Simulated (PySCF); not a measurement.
# C3H6O (acetone) at 4 levels

Aim: a comparison of 4 runs (HF/STO-3G, HF/aug-cc-pVDZ, B3LYP/6-31G*, B2PLYP/6-311+G**) of C3H6O (acetone). Input form: a Python script.

The calculation is run with PySCF 2.14.0.

### Step 1. The structure to begin with

The species is C3H6O (10 atoms), meant as a singlet with charge 0. SMILES: `CC(C)=O`. The coordinates come from a PBE0-D4/def2-TZVP relaxation.

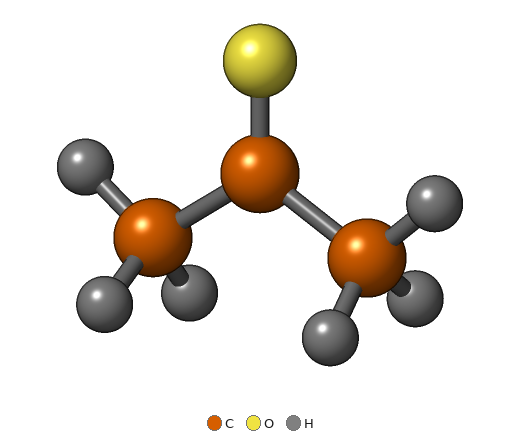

Viewed from a chosen angle; carbon orange, oxygen yellow, hydrogen grey.

### Step 2. Energy and gradient at HF/STO-3G (run 1)

File calc.py:

```python
# CC(C)=O
from pyscf import gto

molecule = gto.M(
    atom='''
C     -0.763500     0.843700    -0.605500
C      0.498000     0.046700    -0.400600
C      0.525100    -0.866200     0.797100
O      1.435000     0.134800    -1.154100
H     -1.637300     0.186500    -0.611300
H     -0.898500     1.540800     0.227000
H     -0.707800     1.399400    -1.539600
H     -0.233900    -1.646100     0.683600
H      1.506700    -1.325600     0.895800
H      0.276100    -0.314000     1.707400
''',
    max_memory=1860,
    spin=0,
    charge=0,
    basis='sto-3g',
    verbose=3,
)

mf = molecule.RHF()
mf.conv_tol = 1e-10
mf.kernel()
if not mf.converged:
    mf = mf.newton().run(mf.mo_coeff, mf.mo_occ)

etot = mf.e_tot
print('Final energy', etot)
grad = mf.nuc_grad_method().kernel()
dip = mf.dip_moment()
pop, q = mf.mulliken_pop()
```

The run is started by

```sh
OMP_NUM_THREADS=1 python calc.py
```

Output:

```text
converged SCF energy = -189.533170280502
Final energy -189.5331702805021
--------------- RHF gradients ---------------
         x                y                z
0 C     0.0288191055    -0.0144315150    -0.0041299675
1 C     0.0011966255     0.0001284446    -0.0009686840
2 C     0.0084184328     0.0178365372    -0.0258310684
3 O    -0.0277446798    -0.0026017861     0.0223132341
4 H    -0.0049545252    -0.0037014303     0.0030014850
5 H    -0.0010545637     0.0018873774     0.0063082790
6 H     0.0022105718     0.0012384064    -0.0031416818
7 H    -0.0061470881    -0.0025456482    -0.0005143674
8 H     0.0036081334    -0.0006649354    -0.0015600353
9 H    -0.0043520123     0.0028545495     0.0045228061
----------------------------------------------
Dipole moment(X, Y, Z, Debye): -1.48612, -0.13947,  1.19530
 ** Mulliken pop  **
pop of  0 C 1s            1.99201
pop of  0 C 2s            1.18739
pop of  0 C 2px           0.98873
pop of  0 C 2py           1.01073
pop of  0 C 2pz           1.02807
pop of  1 C 1s            1.99348
pop of  1 C 2s            1.10536
pop of  1 C 2px           0.87676
pop of  1 C 2py           0.91882
pop of  1 C 2pz           0.89096
pop of  2 C 1s            1.99201
pop of  2 C 2s            1.18738
pop of  2 C 2px           1.03019
pop of  2 C 2py           1.00598
pop of  2 C 2pz           0.99136
pop of  3 O 1s            1.99805
pop of  3 O 2s            1.86423
pop of  3 O 2px           1.44841
pop of  3 O 2py           1.47468
pop of  3 O 2pz           1.44477
pop of  4 H 1s            0.93115
pop of  5 H 1s            0.93041
pop of  6 H 1s            0.92375
pop of  7 H 1s            0.93041
pop of  8 H 1s            0.92374
pop of  9 H 1s            0.93115
 ** Mulliken atomic charges  **
charge of    0C =     -0.20693
charge of    1C =      0.21462
charge of    2C =     -0.20693
charge of    3O =     -0.23015
charge of    4H =      0.06885
charge of    5H =      0.06959
charge of    6H =      0.07625
charge of    7H =      0.06959
charge of    8H =      0.07626
charge of    9H =      0.06885
```

Run time: 1.4 s. Hardware: 1 thread of Intel Xeon at 2.70GHz, shared host; peak memory 0.12 GiB.

### Step 3. Energy and gradient at HF/aug-cc-pVDZ (run 2)

File start.xyz:

```xyz
10

C     -0.763500     0.843700    -0.605500
C      0.498000     0.046700    -0.400600
C      0.525100    -0.866200     0.797100
O      1.435000     0.134800    -1.154100
H     -1.637300     0.186500    -0.611300
H     -0.898500     1.540800     0.227000
H     -0.707800     1.399400    -1.539600
H     -0.233900    -1.646100     0.683600
H      1.506700    -1.325600     0.895800
H      0.276100    -0.314000     1.707400
```

File calc.py:

```python
import pyscf.grad
from pyscf import gto, scf

mol = gto.M(
    atom='start.xyz',
    spin=0,
    basis='aug-cc-pvdz',
    charge=0,
    verbose=3,
    max_memory=1860,
)

mf = scf.RHF(mol)
mf.conv_tol = 1e-10
mf.kernel()
if not mf.converged:
    mf = mf.newton().run(mf.mo_coeff, mf.mo_occ)

etot = mf.e_tot
print('Final energy', etot)
grad = mf.Gradients().kernel()
dip = mf.dip_moment()
pop, q = mf.mulliken_pop()
```

The run is started by

```sh
OMP_NUM_THREADS=1 python calc.py
```

Output:

```text
converged SCF energy = -191.989020340755
Final energy -191.9890203407554
[... 8 lines left out ...]
Dipole moment(X, Y, Z, Debye): -2.63768, -0.24775,  2.12142
[... 118 lines left out ...]
pop of  6 H 3py          -0.01068
pop of  6 H 3pz          -0.00819
pop of  7 H 1s            0.75717
pop of  7 H 2s            0.20968
pop of  7 H 3s            0.00000
pop of  7 H 2px           0.01258
pop of  7 H 2py           0.01309
pop of  7 H 2pz           0.00500
pop of  7 H 3px          -0.01498
pop of  7 H 3py          -0.01048
pop of  7 H 3pz          -0.01600
pop of  8 H 1s            0.76342
pop of  8 H 2s            0.31657
pop of  8 H 3s            0.01683
pop of  8 H 2px           0.01865
pop of  8 H 2py           0.00765
pop of  8 H 2pz           0.00461
pop of  8 H 3px          -0.00738
pop of  8 H 3py          -0.01116
pop of  8 H 3pz          -0.01164
pop of  9 H 1s            0.75911
pop of  9 H 2s            0.22385
pop of  9 H 3s            0.00321
pop of  9 H 2px           0.00592
pop of  9 H 2py           0.00866
pop of  9 H 2pz           0.01599
pop of  9 H 3px          -0.02264
pop of  9 H 3py          -0.00749
pop of  9 H 3pz          -0.01747
 ** Mulliken atomic charges  **
charge of    0C =      0.39219
charge of    1C =      0.00351
charge of    2C =      0.39215
charge of    3O =     -0.74234
charge of    4H =      0.03051
charge of    5H =      0.04403
charge of    6H =     -0.09730
charge of    7H =      0.04394
charge of    8H =     -0.09754
charge of    9H =      0.03087
```

It took 31 s on 1 thread of Intel Xeon at 2.70GHz, shared host; peak memory 0.55 GiB.

Run 3 isn't shown in full; the table further down has it.

### Step 4. A single-point energy at B2PLYP/6-311+G(d,p) (run 4)

File run.py:

```python
from pyscf import gto, dft, mp

mol = gto.M(
    atom='''
C     -1.442806     1.594362    -1.144229
C      0.941084     0.088250    -0.757024
C      0.992295    -1.636881     1.506301
O      2.711757     0.254735    -2.180933
H     -3.094049     0.352434    -1.155190
H     -1.697919     2.911690     0.428968
H     -1.337548     2.644483    -2.909422
H     -0.442007    -3.110678     1.291817
H      2.847250    -2.505021     1.692817
H      0.521753    -0.593374     3.226518
''',
    charge=0,
    unit='bohr',
    basis='6-311+g**',
    max_memory=1860,
    verbose=4,
)

mf = dft.RKS(mol, xc='0.53*HF + 0.47*B88, 0.73*LYP')
mf.conv_tol = 1e-10
mf.grids.level = 5
mf.kernel()
if not mf.converged:
    mf = mf.newton().run(mf.mo_coeff, mf.mo_occ)

pt = mp.MP2(mf, frozen=4).run()
e_final = mf.e_tot + 0.27 * pt.e_corr
print('PT2 part  %.8f' % (0.27 * pt.e_corr))
print(f'total energy: {e_final:.8f} hartree')
mf.analyze()
```

The run is started by

```sh
OMP_NUM_THREADS=1 python run.py
```

Output:

```text
PySCF version 2.14.0

[... 103 lines left out ...]
MO #4   energy= -10.621391534809   occ= 2
[... 11 lines left out ...]
MO #16  energy= -0.323710238149797 occ= 2
[... 11 lines left out ...]
MO #28  energy= 0.143638012958545  occ= 0
[... 11 lines left out ...]
MO #40  energy= 0.356491547763666  occ= 0
[... 11 lines left out ...]
MO #52  energy= 0.709550878272865  occ= 0
[... 11 lines left out ...]
MO #64  energy= 1.26908638660571   occ= 0
[... 11 lines left out ...]
MO #76  energy= 1.67045910886156   occ= 0
[... 11 lines left out ...]
MO #88  energy= 2.34263633025541   occ= 0
[... 11 lines left out ...]
MO #100 energy= 2.76389014749722   occ= 0
[... 11 lines left out ...]
MO #112 energy= 3.89390535632636   occ= 0
[... 11 lines left out ...]
MO #124 energy= 50.6642138845885   occ= 0
[... 98 lines left out ...]
pop of  5 H 3s            0.00232
pop of  5 H 2px           0.00014
pop of  5 H 2py           0.00050
pop of  5 H 2pz           0.00044
pop of  6 H 1s            0.86238
pop of  6 H 2s            0.00632
pop of  6 H 3s            0.00266
pop of  6 H 2px           0.00005
pop of  6 H 2py           0.00025
pop of  6 H 2pz           0.00070
pop of  7 H 1s            0.86918
pop of  7 H 2s            0.00501
pop of  7 H 3s            0.00232
pop of  7 H 2px           0.00038
pop of  7 H 2py           0.00061
pop of  7 H 2pz           0.00010
pop of  8 H 1s            0.86237
pop of  8 H 2s            0.00633
pop of  8 H 3s            0.00266
pop of  8 H 2px           0.00079
pop of  8 H 2py           0.00018
pop of  8 H 2pz           0.00004
pop of  9 H 1s            0.87266
pop of  9 H 2s            0.00494
pop of  9 H 3s            0.00230
pop of  9 H 2px           0.00007
pop of  9 H 2py           0.00022
pop of  9 H 2pz           0.00081
 ** Mulliken atomic charges  **
charge of    0C =     -0.35591
charge of    1C =      0.42308
charge of    2C =     -0.35591
charge of    3O =     -0.44938
charge of    4H =      0.11898
charge of    5H =      0.12245
charge of    6H =      0.12763
charge of    7H =      0.12241
charge of    8H =      0.12763
charge of    9H =      0.11901
Dipole moment(X, Y, Z, Debye): -2.55092, -0.23950,  2.05170
```

It took 36 s on 1 thread of Intel Xeon at 2.70GHz, shared host; peak memory 0.7 GiB.

### Step 5. Overview of the runs

| run | level | Cartesian functions | integration grid | energy (Eh) | dipole moment (D) | HOMO energy (eV) | LUMO energy (eV) | wall time |
| --- | --- | --- | --- | --- | --- | --- | --- | --- |
| 1 | HF/STO-3G | no | – | -189.533170 | 1.91 | -8.81 | 8.17 | 1.4 s |
| 2 | HF/aug-cc-pVDZ | no | – | -191.989020 | 3.39 | -11.24 | 0.85 | 31 s |
| 3 | B3LYP/6-31G* (Cartesian functions) | yes | 5 | -193.155180 | 2.79 | -6.62 | -0.20 | 26 s |
| 4 | B2PLYP/6-311+G** | no | 5 | -193.018964 | 3.28 | -8.81 | 0.71 | 36 s |

### Step 6. What came out

```
                                  quantity          value
                       run 4: total energy  -193.01896 Eh
           run 4: dipole moment (SCF part)         3.28 D
  run 4: HOMO energy (SCF part's orbitals)       -8.81 eV
  run 4: LUMO energy (SCF part's orbitals)        0.71 eV
run 4: HOMO–LUMO gap (SCF part's orbitals)        9.52 eV
```

In words: The dipole moment (its size) runs from 1.91 D (HF/STO-3G) to 3.39 D (HF/aug-cc-pVDZ). The HOMO–LUMO gap runs from 6.42 eV (B3LYP/6-31G*) to 16.98 eV (HF/STO-3G). The two ends differ in method and basis. Totals of different functionals can't be ranked against each other. In run 1 the basis is minimal, so the values are rough. All runs together took 95 s, the longest 36 s.
